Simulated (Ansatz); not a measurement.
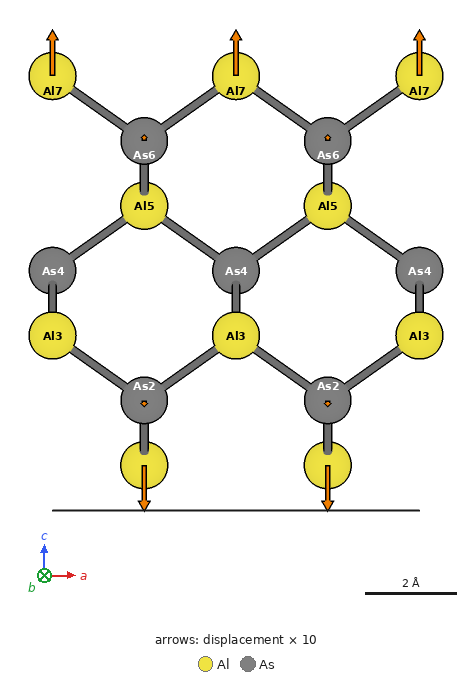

This is a relaxation of a slab of composition Al4As3 (cut from the F-43m phase). The starting structure is drawn; orange arrows show the displacements, magnified 10 times.

A ball-and-stick model of the 2 × 1 repeat of the cell, outlined in the plane, without the vacuum, seen along the b axis.

Case: (1 0 0) slab, atoms relaxed. The slab is the (1 0 0) face of AlAs.

Computed with DFT PBE, scalar-relativistic, plane waves, PAW (Ansatz 0.2.0).

The input:
```yaml
crystal:
  lattice:
    - [4.0500342343, 0.0, 0.0]
    - [0.0, 4.0500342343, 0.0]
    - [0.0, 0.0, 23.5914200134]
  atoms:
    - { symbol: Al, position: [0.5, 0.5, 0.3179121899] }
    - { symbol: As, position: [0.5, 0.0, 0.3786081266] }
    - { symbol: Al, position: [0.0, 0.0, 0.4393040633] }
    - { symbol: As, position: [0.0, 0.5, 0.5] }
    - { symbol: Al, position: [0.5, 0.5, 0.5606959367] }
    - { symbol: As, position: [0.5, 0.0, 0.6213918734] }
    - { symbol: Al, position: [0.0, 0.0, 0.6820878101] }
basis:
  ecutwfc: 420
kpoints:
  mp_grid: { grid: [7, 7, 1] }
hamiltonian:
  xc: pbe
scf:
  occupations: { method: gaussian, width: 0.05 }
output:
  forces: true
  eigenvalues: true
  write_density: true
  write_potential: true
  elf: true
  volumetric_format: npy
relax:
  adjacent_minimum: "off"
  f_tol: 0.02
  max_steps: 60
efield:
  axis: 3
  dipole_correction: true
  ramp_width: 0.04
```

Run as
```bash
ansatz run input.yaml --threads 1 --pin off --max-ram 2560MiB --backend cpu --events-out ev --progress --plain --runs-dir out
```

### Atoms of which element are displaced furthest, and by how much?

Aluminium: up to 0.10 Å, against 0.02 Å for arsenic.

### What did the optimiser do to the structure, and how much energy did it gain?

The largest moves, 0.10 Å, are those of Al1 and Al7. Al1 goes along the normal (−c). Largest moves by element: Al 0.10 Å, As 0.02 Å. The cell doesn't change. Among the contacts that change: Al1–As2 2.480 → 2.533 Å, Al5–As6 2.480 → 2.489 Å. Bond angles that change, for instance: As2–Al1–As2 109.5° → 106.2°, Al1–As2–Al1 109.5° → 106.2°. Over 3 geometry steps the energy falls by 37.3 meV per cell of the calculation. The largest force component goes from 0.36 to 0.002 eV/Å.
